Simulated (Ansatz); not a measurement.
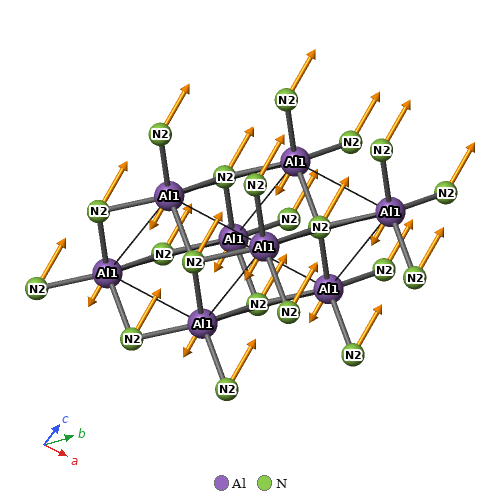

The system is AlN (F-43m, No. 216; 2 atoms in the cell); the picture shows the reference structure; orange arrows give the pattern of the mode. 
- The energy is mapped over a normal mode and a strain (zone-centre modes of the 2-atom cell of this scan).
- First axis: amplitude of mode 4 (649 cm⁻¹), largest displacement in the unstrained cell. Second axis: strain +e along z and -e/2 along x and y.
- Nothing is relaxed (the pattern is fixed in fractional coordinates).
- Grid: 11 × 7 points; 42 points were computed and 35 follow by symmetry.
- Points are written as (first, second).
- Energies are in meV per cell, from the lowest grid point.
- Computed with DFT PBEsol, scalar-relativistic, plane waves, PAW in Ansatz. Settings: cutoff 520 eV, k-mesh 10×10×10, gaussian smearing 0.05 eV, no spin polarisation.

Its coordinates:

```xyz
2
Lattice="0.0000 2.1887 2.1887 2.1887 0.0000 2.1887 2.1887 2.1887 0.0000" Properties=species:S:1:pos:R:3 pbc="T T T"
Al    0.0000    0.0000    0.0000
N     3.2830    3.2830    3.2830
```

Range: amplitude of mode 4 (649 cm⁻¹), largest displacement in the unstrained cell from −0.095 to 0.095 Å; strain +e along z and -e/2 along x and y from −7.00 to 7.00 %.

### Predict the map.

The lowest grid point is at (0.000 Å, 0.00 %). No other kind of well shows on this grid. The highest grid point, (−0.095 Å, −7.00 %), lies 213 meV above the lowest. The gap on the k-mesh is 3.2 eV at the lowest point and runs from 2.5 to 3.2 eV over the map.

```tsv
second ↓, first →	−0.095	−0.076	−0.057	−0.038	−0.019	0.000	0.019	0.038	0.057	0.076	0.095
7.00	202	156	121	95	80	75	80	95	121	156	202
4.67	166	118	80	53	37	31	37	53	80	118	166
2.33	148	98	58	30	13	7	13	30	58	98	148
0.00	147	95	53	24	6	0	6	24	53	95	147
−2.33	160	105	62	31	13	6	13	31	62	105	160
−4.67	182	126	81	50	30	24	30	50	81	126	182
−7.00	213	155	109	77	57	50	57	77	109	155	213
```

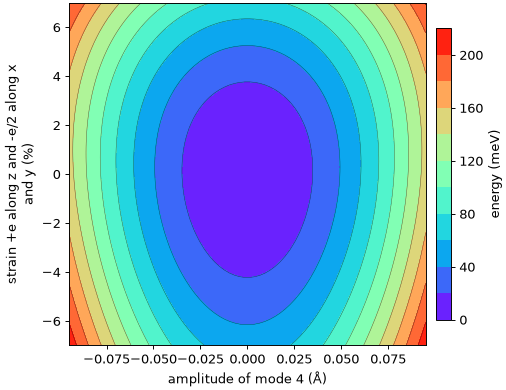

In the figure: filled contours. Between grid points the surface is interpolated.

Each point was launched as `ansatz run input.yaml --threads 1 --pin off --max-ram 2048MiB --backend cpu --events-out ev --progress --plain --runs-dir out`. Time for the 42 points that were run: 120 s on 1 thread of Intel(R) Xeon(R) 6975P-C (Granite Rapids), on a shared host.

PAW datasets: the set soft_1.
